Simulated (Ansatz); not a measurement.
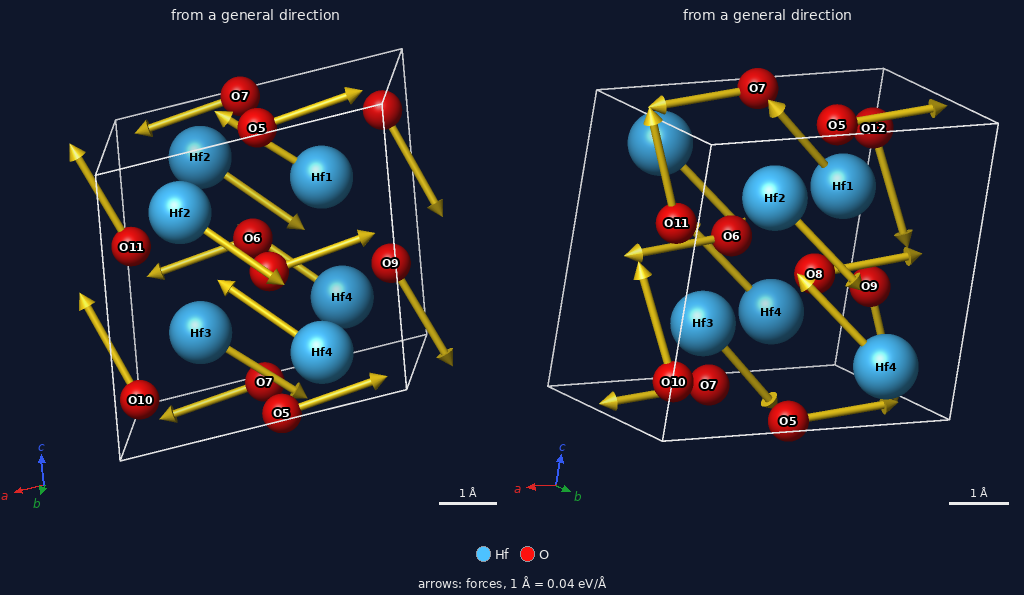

Structure drawing (spheres-only), viewed from two general directions. Lines trace the edges of the simulation cell. The arrows are the computed forces on the atoms.

System: HfO₂. All computed values are from Ansatz 0.2.0, DFT, PBE, plane waves, PAW. Settings: plane waves up to 420 eV, k-points on a 6×6×6 grid, Fermi-Dirac smearing of 0.02 eV, no spin polarisation.

Do the forces show a relaxed structure?

No. The atoms still feel forces of up to about 0.074 eV/Å, above a usual threshold of 0.01 to 0.03 eV/Å.

The cell started as a structure listed in the Materials Project. The cell was then strained or its atoms displaced on purpose. It was the input of a calculation with Ansatz.
